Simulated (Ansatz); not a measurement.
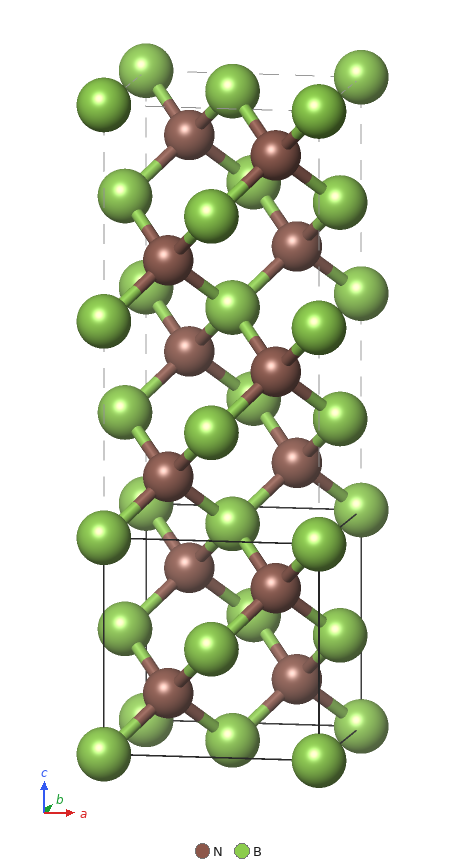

Structure drawing (ball-and-stick), viewed slightly off an axis. Shown are 1×1×3 repeats of the drawn cell (a repeat of the simulation cell), one of them outlined in solid lines.

BN, a = 3.52 Å, b = 3.57 Å, c = 3.52 Å, α = 90.00°, β = 90.00°, γ = 90.00°.

Theory: DFT r2SCAN, scalar-relativistic, plane waves, PAW (Ansatz). Numerical settings: plane waves up to 500 eV, k-points about 0.26 Å⁻¹ apart, Gaussian smearing of 0.05 eV, no spin polarisation.

Q: Classify it as metallic or gapped, with the value.

A: An insulator at this level, with a gap of 4.93 eV on the k-mesh (the true edges may lie between mesh points, so the gap can be somewhat smaller).

Q: What is the pressure at this volume?

A: The computed pressure is 27.5 GPa (compressed: it would expand). The stress isn't hydrostatic: its largest component is 31.1 GPa.

It derives from a structure listed in the Materials Project. The cell was then strained or its atoms displaced on purpose. A calculation with Ansatz used it as input.

At this level of theory the run's own cell isn't at rest (compressed, at 27 GPa), so its distances can differ from those at equilibrium, the more so the softer the solid.
